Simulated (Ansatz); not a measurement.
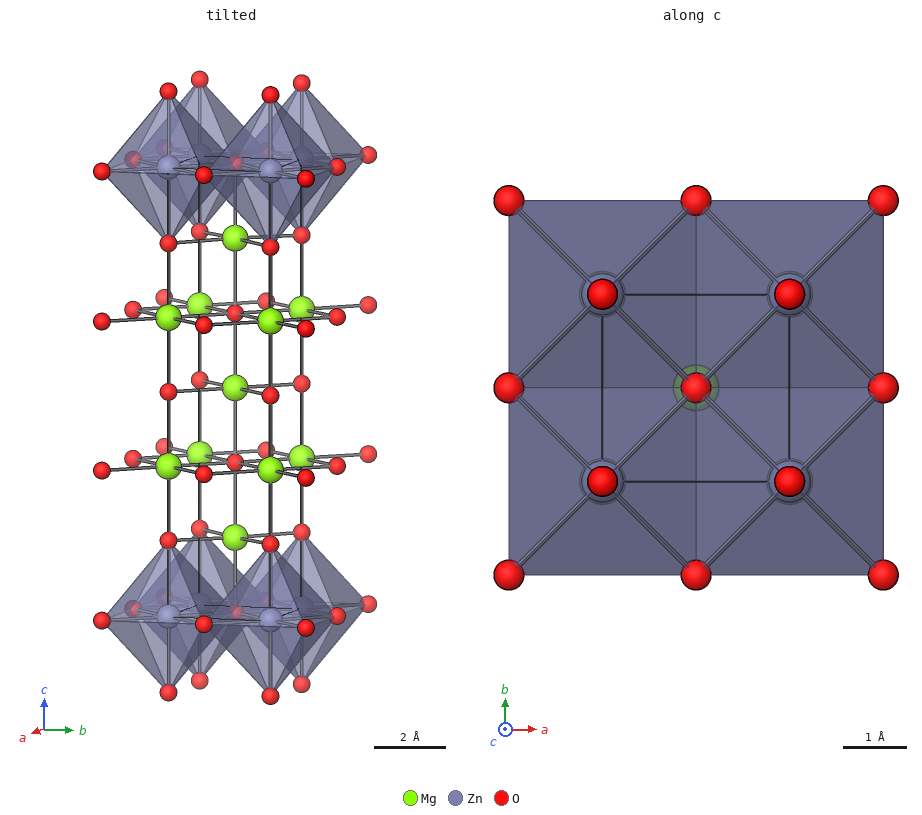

An orthographic polyhedral view of the structure, slightly off an axis and along the c axis. The conventional unit cell is outlined; an atom on or near a face, edge or corner is repeated at each equivalent position. Some atoms of the next cells are drawn as well.

Mg5ZnO6, space group P4/mmm (No. 123), a = 3.019 Å, b = 3.019 Å, c = 12.799 Å, α = 90.00°, β = 90.00°, γ = 90.00°. The structure was taken from a structure type filled with these elements by a generator (whether the compound takes this form wasn't checked). Earlier steps of the study, as a rule a relaxation of our own, may have changed the cell and positions, so they can lie some per cent off the listed ones. Ansatz was used for an electronic-structure calculation on it.

This one geometry was computed with Ansatz (DFT, plane waves, PAW) at three levels of theory: LDA, PBE and r2SCAN.

Q: Which level gives the highest pressure at this volume, and what does that say about its equilibrium volume?

A: Highest: PBE (0.0 GPa), which points to the largest equilibrium volume. Lowest, with the smallest volume: LDA (-10.8 GPa). Levels within 0.5 GPa of each other can't be told apart.

Q: How does the band gap change with the level of theory?

A: LDA: a gap of 2.62 eV, indirect; PBE: a gap of 2.68 eV, indirect; r2SCAN: a gap of 3.37 eV, indirect.

Q: Collect the results in a table.

A:
| level | cutoff (eV) | k-mesh of the run's cell | gap (eV) | pressure (GPa) |
| --- | --- | --- | --- | --- |
| LDA | 420 | 8×8×2 | 2.62 | -10.8 |
| PBE | 420 | 8×8×2 | 2.68 | 0.0 |
| r2SCAN | 500 | 8×8×2 | 3.37 | -5.8 |

Gaps are taken on the k-mesh or band path of each run.
